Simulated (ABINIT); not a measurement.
Run report: CdO, geometry relaxation (part 2 of 2)

Continued. System: CdO (2 atoms in the cell). Method: Kohn-Sham DFT of a periodic cell, PBEsol, PseudoDojo NC SR PBEsol v0.4.1 standard, no spin polarisation (ABINIT 10.8.3); cutoff 1278.94 eV, 8×8×8 k-mesh, fermi-dirac of 0.05 eV. The structure derives from an entry of the Crystallography Open Database.

Geometry of the input (Å; fractional positions):
```
0.0000  2.3495  2.3495
2.3495  0.0000  2.3495
2.3495  2.3495  0.0000
Cd 0.0000  0.0000  0.0000
O  0.5000  0.5000  0.5000
```

The program's output, continued
```
--- !ResultsGS
iteration_state: {dtset: 1, itime: 2, icycle: 1, }
comment   : Summary of ground state results
lattice_vectors:
- [  0.0000000,   4.4367203,   4.4367203, ]
- [  4.4367203,   0.0000000,   4.4367203, ]
- [  4.4367203,   4.4367203,   0.0000000, ]
lattice_lengths: [   6.27447,    6.27447,    6.27447, ]
lattice_angles: [ 60.000,  60.000,  60.000, ] # degrees, (23, 13, 12)
lattice_volume:   1.7466912E+02
convergence: {deltae:  2.188E-12, res2:  2.485E-14, residm:  3.855E-07, diffor: null, }
etotal    :  -1.91689130E+02
entropy   :   0.00000000E+00
fermie    :   3.03022201E-01
cartesian_stress_tensor: # hartree/bohr^3
- [  1.32034995E-05,   0.00000000E+00,   0.00000000E+00, ]
- [  0.00000000E+00,   1.32034995E-05,   0.00000000E+00, ]
- [  0.00000000E+00,   0.00000000E+00,   1.32034995E-05, ]
pressure_GPa:  -3.8846E-01
xred      :
- [  0.0000E+00,   0.0000E+00,   0.0000E+00, Cd]
- [  5.0000E-01,   5.0000E-01,   5.0000E-01,  O]
cartesian_forces: # hartree/bohr
- [ -0.00000000E+00,  -0.00000000E+00,  -0.00000000E+00, ]
- [ -0.00000000E+00,  -0.00000000E+00,  -0.00000000E+00, ]
force_length_stats: {min:   0.00000000E+00, max:   0.00000000E+00, mean:   0.00000000E+00, }
...

 Integrated electronic density in atomic spheres:
 ------------------------------------------------
 Atom  Sphere_radius  Integrated_density
    1        2.00000         17.16909330
    2        2.00000          6.06070618

---OUTPUT-----------------------------------------------------------------------

 Cartesian coordinates (xcart) [bohr]
  0.00000000000000E+00  0.00000000000000E+00  0.00000000000000E+00
  4.43672025036582E+00  4.43672025036582E+00  4.43672025036582E+00
 Reduced coordinates (xred)
  0.00000000000000E+00  0.00000000000000E+00  0.00000000000000E+00
  5.00000000000000E-01  5.00000000000000E-01  5.00000000000000E-01
 Cartesian forces (fcart) [Ha/bohr]; max,rms= 0.00000E+00 0.00000E+00 (free atoms)
 -0.00000000000000E+00 -0.00000000000000E+00 -0.00000000000000E+00
 -0.00000000000000E+00 -0.00000000000000E+00 -0.00000000000000E+00
 Gradient of E wrt nuclear positions in reduced coordinates (gred)
  0.00000000000000E+00  0.00000000000000E+00  0.00000000000000E+00
  0.00000000000000E+00  0.00000000000000E+00  0.00000000000000E+00
 Scale of Primitive Cell (acell) [bohr]
  6.27446995052270E+00  6.27446995052270E+00  6.27446995052270E+00
 Real space primitive translations (rprimd) [bohr]
  0.00000000000000E+00  4.43672025036583E+00  4.43672025036583E+00
  4.43672025036582E+00  0.00000000000000E+00  4.43672025036582E+00
  4.43672025036582E+00  4.43672025036582E+00  0.00000000000000E+00
 Unitary Cell Volume (ucvol) [Bohr^3]=  1.74669120455135E+02
 Angles (23,13,12)= [degrees]
  6.00000000000000E+01  6.00000000000000E+01  6.00000000000000E+01
 Lengths [Bohr]
  6.27446995052270E+00  6.27446995052270E+00  6.27446995052270E+00
 Stress tensor in cartesian coordinates (strten) [Ha/bohr^3]
  1.32034995410368E-05  0.00000000000000E+00  0.00000000000000E+00
  0.00000000000000E+00  1.32034995410299E-05  0.00000000000000E+00
  0.00000000000000E+00  0.00000000000000E+00  1.32034995410299E-05
 Total energy (etotal) [Ha]= -1.91689130291175E+02

 Difference of energy with previous step (new-old):
           Absolute (Ha)=-7.04944E-06
           Relative     =-3.67754E-08

--- Iteration: ( 3/50) Internal Cycle: (1/1)
--------------------------------------------------------------------------------

---SELF-CONSISTENT-FIELD CONVERGENCE--------------------------------------------

--- !BeginCycle
iteration_state: {dtset: 1, itime: 3, icycle: 1, }
solver: {iscf: 7, nstep: 80, nline: 4, wfoptalg: 0, }
tolerances: {tolvrs: 1.00E-12, }
...

     iter   Etot(hartree)      deltaE(h)  residm     vres2
 ETOT  1  -191.68884768726    -1.917E+02 3.374E-05 3.307E+00
 ETOT  2  -191.68899077212    -1.431E-04 8.257E-06 1.034E+00
 ETOT  3  -191.68912600341    -1.352E-04 5.524E-06 7.335E-02
 ETOT  4  -191.68913093887    -4.935E-06 4.223E-07 1.672E-02
 ETOT  5  -191.68913335382    -2.415E-06 9.690E-08 4.550E-05
 ETOT  6  -191.68913335709    -3.271E-09 7.126E-08 1.156E-06
 ETOT  7  -191.68913335718    -8.947E-11 1.560E-08 1.970E-09
 ETOT  8  -191.68913335717     2.530E-12 5.234E-08 2.886E-11
 ETOT  9  -191.68913335717     6.395E-12 1.222E-08 3.304E-14

 At SCF step    9       vres2   =  3.30E-14 < tolvrs=  1.00E-12 =>converged.

 Cartesian components of stress tensor (hartree/bohr^3)
  sigma(1 1)=  6.64189418E-08  sigma(3 2)=  0.00000000E+00
  sigma(2 2)=  6.64189418E-08  sigma(3 1)=  0.00000000E+00
  sigma(3 3)=  6.64189418E-08  sigma(2 1)=  0.00000000E+00

--- !ResultsGS
iteration_state: {dtset: 1, itime: 3, icycle: 1, }
comment   : Summary of ground state results
lattice_vectors:
- [  0.0000000,   4.4328214,   4.4328214, ]
- [  4.4328214,   0.0000000,   4.4328214, ]
- [  4.4328214,   4.4328214,   0.0000000, ]
lattice_lengths: [   6.26896,    6.26896,    6.26896, ]
lattice_angles: [ 60.000,  60.000,  60.000, ] # degrees, (23, 13, 12)
lattice_volume:   1.7420904E+02
convergence: {deltae:  6.395E-12, res2:  3.304E-14, residm:  1.222E-08, diffor: null, }
etotal    :  -1.91689133E+02
entropy   :   0.00000000E+00
fermie    :   3.04542128E-01
cartesian_stress_tensor: # hartree/bohr^3
- [  6.64189418E-08,   0.00000000E+00,   0.00000000E+00, ]
- [  0.00000000E+00,   6.64189418E-08,   0.00000000E+00, ]
- [  0.00000000E+00,   0.00000000E+00,   6.64189418E-08, ]
pressure_GPa:  -1.9541E-03
xred      :
- [  0.0000E+00,   0.0000E+00,   0.0000E+00, Cd]
- [  5.0000E-01,   5.0000E-01,   5.0000E-01,  O]
cartesian_forces: # hartree/bohr
- [ -0.00000000E+00,  -0.00000000E+00,  -0.00000000E+00, ]
- [ -0.00000000E+00,  -0.00000000E+00,  -0.00000000E+00, ]
force_length_stats: {min:   0.00000000E+00, max:   0.00000000E+00, mean:   0.00000000E+00, }
...

 Integrated electronic density in atomic spheres:
 ------------------------------------------------
 Atom  Sphere_radius  Integrated_density
    1        2.00000         17.16452955
    2        2.00000          6.05940257

---OUTPUT-----------------------------------------------------------------------

 Cartesian coordinates (xcart) [bohr]
  0.00000000000000E+00  0.00000000000000E+00  0.00000000000000E+00
  4.43282139257078E+00  4.43282139257078E+00  4.43282139257078E+00
 Reduced coordinates (xred)
  0.00000000000000E+00  0.00000000000000E+00  0.00000000000000E+00
  5.00000000000000E-01  5.00000000000000E-01  5.00000000000000E-01
 Cartesian forces (fcart) [Ha/bohr]; max,rms= 0.00000E+00 0.00000E+00 (free atoms)
 -0.00000000000000E+00 -0.00000000000000E+00 -0.00000000000000E+00
 -0.00000000000000E+00 -0.00000000000000E+00 -0.00000000000000E+00
 Gradient of E wrt nuclear positions in reduced coordinates (gred)
  0.00000000000000E+00  0.00000000000000E+00  0.00000000000000E+00
  0.00000000000000E+00  0.00000000000000E+00  0.00000000000000E+00
 Scale of Primitive Cell (acell) [bohr]
  6.26895613295119E+00  6.26895613295119E+00  6.26895613295119E+00
 Real space primitive translations (rprimd) [bohr]
  0.00000000000000E+00  4.43282139257078E+00  4.43282139257078E+00
  4.43282139257078E+00  0.00000000000000E+00  4.43282139257078E+00
  4.43282139257078E+00  4.43282139257078E+00  0.00000000000000E+00
 Unitary Cell Volume (ucvol) [Bohr^3]=  1.74209042910898E+02
 Angles (23,13,12)= [degrees]
  6.00000000000000E+01  6.00000000000000E+01  6.00000000000000E+01
 Lengths [Bohr]
  6.26895613295119E+00  6.26895613295119E+00  6.26895613295119E+00
 Stress tensor in cartesian coordinates (strten) [Ha/bohr^3]
  6.64189418395078E-08  0.00000000000000E+00  0.00000000000000E+00
  0.00000000000000E+00  6.64189418395078E-08  0.00000000000000E+00
  0.00000000000000E+00  0.00000000000000E+00  6.64189418360384E-08
 Total energy (etotal) [Ha]= -1.91689133357168E+02

 Difference of energy with previous step (new-old):
           Absolute (Ha)=-3.06599E-06
           Relative     =-1.59946E-08

 At Broyd/MD step   3, gradients are converged :
  max grad (force/stress) = 6.6419E-06 < tolmxf= 2.0000E-05 ha/bohr (free atoms)

================================================================================

 ----iterations are completed or convergence reached----

 Mean square residual over all n,k,spin=   34.632E-12; max=  12.224E-09
 reduced coordinates (array xred) for    2 atoms
       0.000000000000      0.000000000000      0.000000000000
       0.500000000000      0.500000000000      0.500000000000
 rms dE/dt=  0.0000E+00; max dE/dt=  0.0000E+00; dE/dt below (all hartree)
    1       0.000000000000      0.000000000000      0.000000000000
    2       0.000000000000      0.000000000000      0.000000000000

 cartesian coordinates (angstrom) at end:
    1      0.00000000000000     0.00000000000000     0.00000000000000
    2      2.34574805936038     2.34574805936038     2.34574805936038

 cartesian forces (hartree/bohr) at end:
    1     -0.00000000000000    -0.00000000000000    -0.00000000000000
    2     -0.00000000000000    -0.00000000000000    -0.00000000000000
 frms,max,avg= 0.0000000E+00 0.0000000E+00   0.000E+00  0.000E+00  0.000E+00 h/b

 cartesian forces (eV/Angstrom) at end:
    1     -0.00000000000000    -0.00000000000000    -0.00000000000000
    2     -0.00000000000000    -0.00000000000000    -0.00000000000000
 frms,max,avg= 0.0000000E+00 0.0000000E+00   0.000E+00  0.000E+00  0.000E+00 e/A
 length scales=  6.268956132951  6.268956132951  6.268956132951 bohr
              =  3.317388719458  3.317388719458  3.317388719458 angstroms
 Fermi (or HOMO) energy (hartree) =   0.30454   Average Vxc (hartree)=  -0.45390
 Eigenvalues (hartree) for nkpt=  29  k points:
 kpt#   1, nband= 17, wtk=  0.00195, kpt=  0.0000  0.0000  0.0000 (reduced coord)
  -3.38717   -1.95805   -1.95805   -1.95805   -0.33698    0.05449    0.05449    0.05449
   0.06574    0.06574    0.24771    0.24771    0.24771    0.28142    0.82956    0.92153
   0.92153
      occupation numbers for kpt#   1
   2.00000    2.00000    2.00000    2.00000    2.00000    2.00000    2.00000    2.00000
   2.00000    2.00000    2.00000    2.00000    2.00000    1.99999    0.00000    0.00000
   0.00000
 prteigrs : prtvol=0 or 1, do not print more k-points.

--- !EnergyTerms
iteration_state     : {dtset: 1, itime: 3, icycle: 1, }
comment             : Components of total free energy in Hartree
kinetic             :  7.25272995418707E+01
hartree             :  4.88542498703344E+01
xc                  : -2.82011495092781E+01
Ewald energy        : -1.27488542650600E+02
psp_core            :  4.40221785712841E+00
local_psp           : -1.63267246774500E+02
non_local_psp       :  1.48407228138613E+00
internal            : -1.91689099383658E+02
'-kT*entropy'       : -3.39735106519265E-05
total_energy        : -1.91689133357168E+02
total_energy_eV     : -5.21612704693927E+03
band_energy         : -1.72495084061637E+01
...

 Cartesian components of stress tensor (hartree/bohr^3)
  sigma(1 1)=  6.64189418E-08  sigma(3 2)=  0.00000000E+00
  sigma(2 2)=  6.64189418E-08  sigma(3 1)=  0.00000000E+00
  sigma(3 3)=  6.64189418E-08  sigma(2 1)=  0.00000000E+00

-Cartesian components of stress tensor (GPa)         [Pressure= -1.9541E-03 GPa]
- sigma(1 1)=  1.95411273E-03  sigma(3 2)=  0.00000000E+00
- sigma(2 2)=  1.95411273E-03  sigma(3 1)=  0.00000000E+00
- sigma(3 3)=  1.95411273E-03  sigma(2 1)=  0.00000000E+00

== END DATASET(S) ==============================================================
================================================================================

 -outvars: echo values of variables after computation  --------
            acell      6.2689561330E+00  6.2689561330E+00  6.2689561330E+00 Bohr
           etotal     -1.9168913336E+02
            fcart     -0.0000000000E+00 -0.0000000000E+00 -0.0000000000E+00
                      -0.0000000000E+00 -0.0000000000E+00 -0.0000000000E+00
            rprim      0.0000000000E+00  7.0710678119E-01  7.0710678119E-01
                       7.0710678119E-01  0.0000000000E+00  7.0710678119E-01
                       7.0710678119E-01  7.0710678119E-01  0.0000000000E+00
           strten      6.6418941840E-08  6.6418941840E-08  6.6418941836E-08
                       0.0000000000E+00  0.0000000000E+00  0.0000000000E+00
           xangst      0.0000000000E+00  0.0000000000E+00  0.0000000000E+00
                       2.3457480594E+00  2.3457480594E+00  2.3457480594E+00
             xred      0.0000000000E+00  0.0000000000E+00  0.0000000000E+00
                       5.0000000000E-01  5.0000000000E-01  5.0000000000E-01
 Calculation completed.
```

Trajectory as extended XYZ (Å, eV, eV/Å), 3 frames, from step=0 to step=2
```
2
Lattice="0.0000 2.3495 2.3495 2.3495 0.0000 2.3495 2.3495 2.3495 0.0000" Properties=species:S:1:pos:R:3:forces:R:3 step=0 energy=-5216.12677
Cd    0.0000    0.0000    0.0000    0.0000   0.0000   0.0000
O     2.3495    2.3495    2.3495    0.0000   0.0000   0.0000
2
Lattice="0.0000 2.3478 2.3478 2.3478 0.0000 2.3478 2.3478 2.3478 0.0000" Properties=species:S:1:pos:R:3:forces:R:3 step=1 energy=-5216.12696
Cd    0.0000    0.0000    0.0000    0.0000   0.0000   0.0000
O     2.3478    2.3478    2.3478    0.0000   0.0000   0.0000
2
Lattice="0.0000 2.3457 2.3457 2.3457 0.0000 2.3457 2.3457 2.3457 0.0000" Properties=species:S:1:pos:R:3:forces:R:3 step=2 energy=-5216.12705
Cd    0.0000    0.0000    0.0000    0.0000   0.0000   0.0000
O     2.3457    2.3457    2.3457    0.0000   0.0000   0.0000
```

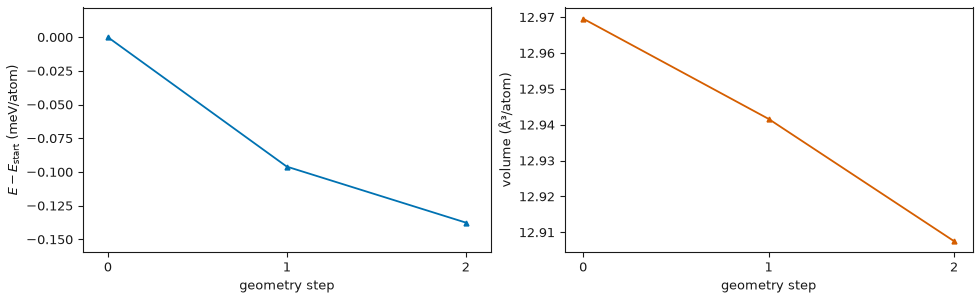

**Figure 1.** Progress of the relaxation, step by step (steps are counted from 0). No atom moves by more than 0.005 Å relative to the cell. Cell: a = b = c 4.699 → 4.691 Å (−0.2 %). Volume −0.5 %. The space group stays Fm-3m (No. 225). Over 2 geometry steps the energy falls by 0.1 meV per atom. All forces vanish by symmetry, so only the cell relaxes.

Results in brief

| quantity | value |
| --- | --- |
| outcome | converged |
| space group (tolerance 0.01 Å) | Fm-3m (225) |
| electrons treated | 26 |
| free energy | −5216.1270 eV |
| Fermi energy | 8.287 eV |
| gap on the k-point mesh | none (metallic) |
| pressure | 0.00 GPa |
| final volume | 25.82 Å³ |
| largest force (length of the vector) at the end | under 0.001 eV/Å |
| final cell | a = 3.317 Å, b = 3.317 Å, c = 3.317 Å, α = 60.00°, β = 60.00°, γ = 60.00° |
| wall time | 3 min |
| peak memory | 0.11 GiB |
